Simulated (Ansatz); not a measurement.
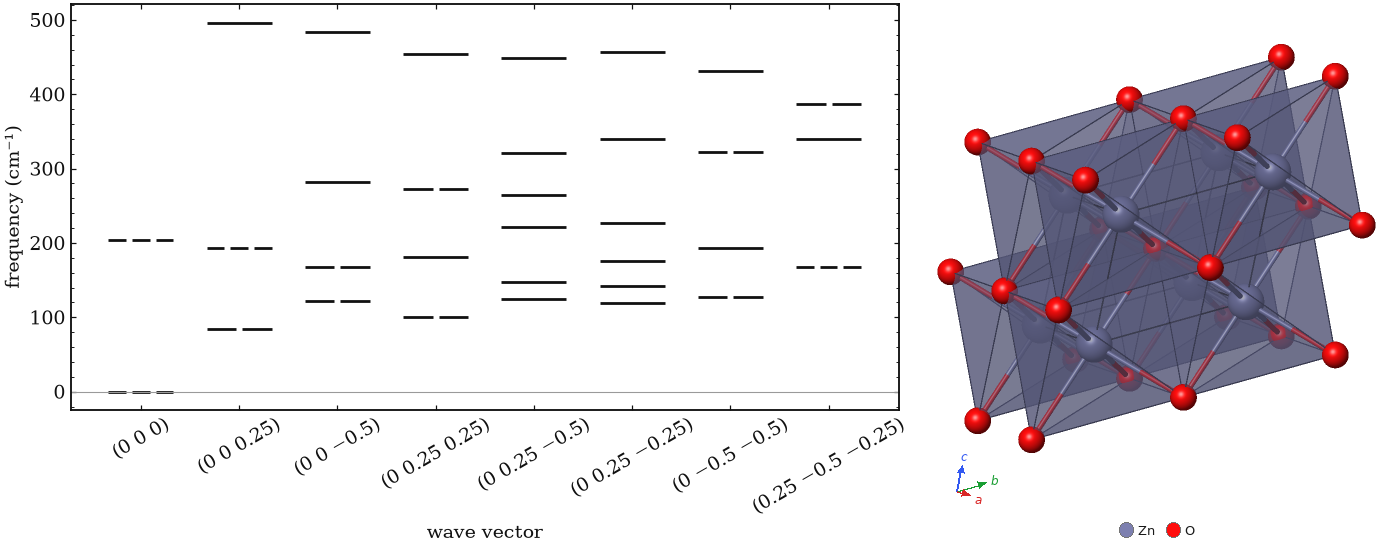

Plotted: phonon frequencies at several wave vectors (in fractions of the reciprocal vectors of the given cell) for ZnO, space group Fm-3m (No. 225) (cell built by us, not taken from a database). Imaginary frequencies are drawn as negative. The cell is drawn beside the plot.

Structure:
```yaml
crystal:
  lattice:
    - [0.00000, 2.16500, 2.16500]
    - [2.16500, 0.00000, 2.16500]
    - [2.16500, 2.16500, 0.00000]
  atoms:
    - { symbol: Zn, position: [0.00000, 0.00000, 0.00000] }
    - { symbol: O, position: [0.50000, 0.50000, 0.50000] }
```

Computed with Ansatz 0.2.0: harmonic phonon frequencies at the irreducible points of a q mesh with atoms at rest in the given cell, q in fractions of the reciprocal cell vectors, no long-range term at q = 0, imaginary frequencies are negative, the first points where there are many; plane waves with PAW datasets. Level: PBE, no spin polarisation.

- wave cutoff: 420 eV
- k mesh: 12×12×12
- occupations: fixed
- pressure: 0 GPa
- phonon method: linear response
- q mesh: 4×4×4

Question: Are there unstable modes?

Answer: No frequency is imaginary, so the structure is stable to these displacements at the wave vectors computed.

Question: Where does the highest mode lie?

Answer: The highest mode among the wave vectors computed lies at 496.5 cm⁻¹, at (0 0 0.25) (at the zone centre itself the field of polar modes is left out).
